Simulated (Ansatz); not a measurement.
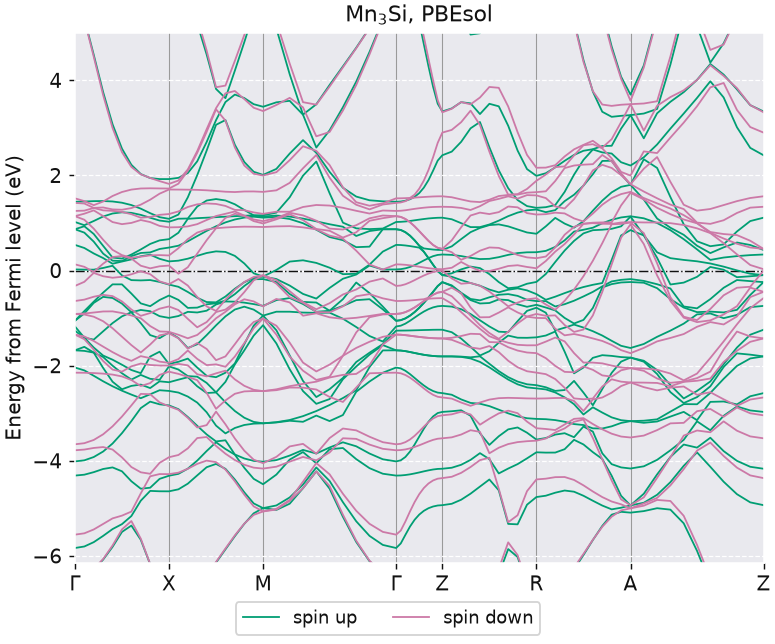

What does this figure show?

Band structure of Mn₃Si, space group P4/mmm (No. 123), 4 atoms in the cell (a = 2.791 Å, c = 5.684 Å (tetragonal axes)). Level of theory: PBEsol, all-electron LAPW, collinear spin, ferromagnetic start, no spin-orbit coupling, 10×10×5 k mesh, Fermi-Dirac smearing of 0.05 eV; code Ansatz 0.2.0. Energies are counted from the Fermi level. The path runs straight from each named point to the next.

A metal: bands cross the Fermi level along this path. At M the nearest levels lie 0.10 eV below and 0.92 eV above the Fermi level.

The run ends ferromagnetic, with 1.12 μB a cell. The magnetic state is the one that this start led to; another may lie lower. The cell is at −11 GPa in this functional. Most measured crystals of this composition in the Crystallography Open Database have another space group (No. 225). Bands are joined in order of energy, so crossings between the computed points show as kinks or gaps.
